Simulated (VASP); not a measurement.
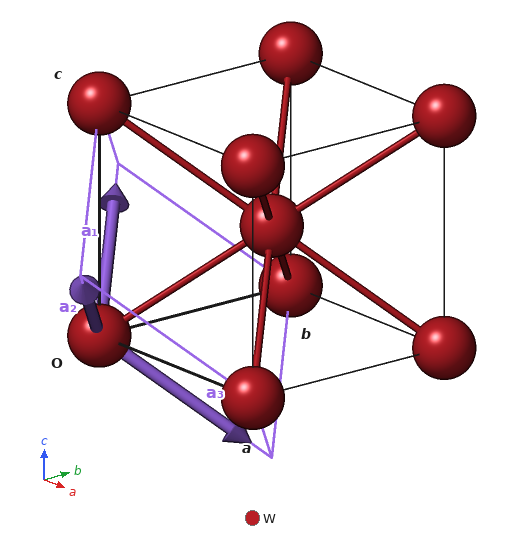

Crystal: W, the geometry relaxed with VASP Kohn-Sham DFT of a periodic cell, optB86b-vdW, VASP PAW PBE potentials, recommended (VASP 6.6.1). The conventional cell (thin) and a primitive cell (coloured, vectors a₁, a₂, a₃). Symmetry computed with spglib at a tolerance of 0.002 Å; standard conventional cell.

a = 3.171 Å, b = 3.171 Å, c = 3.171 Å, α = 90.00°, β = 90.00°, γ = 90.00°.

**What is the centring, and how are the primitive vectors built?**

I, body-centred cubic, with lattice points at (0, 0, 0), (1/2, 1/2, 1/2). a₁ = −1/2 a + 1/2 b + 1/2 c; a₂ = 1/2 a − 1/2 b + 1/2 c; a₃ = 1/2 a + 1/2 b − 1/2 c.

**Give the primitive cell's size and content.**

Edges 2.746, 2.746, 2.746 Å; angles 109.47°, 109.47°, 109.47°; volume 15.95 Å³, 1/2 of the conventional cell; 1 of its 2 atoms.
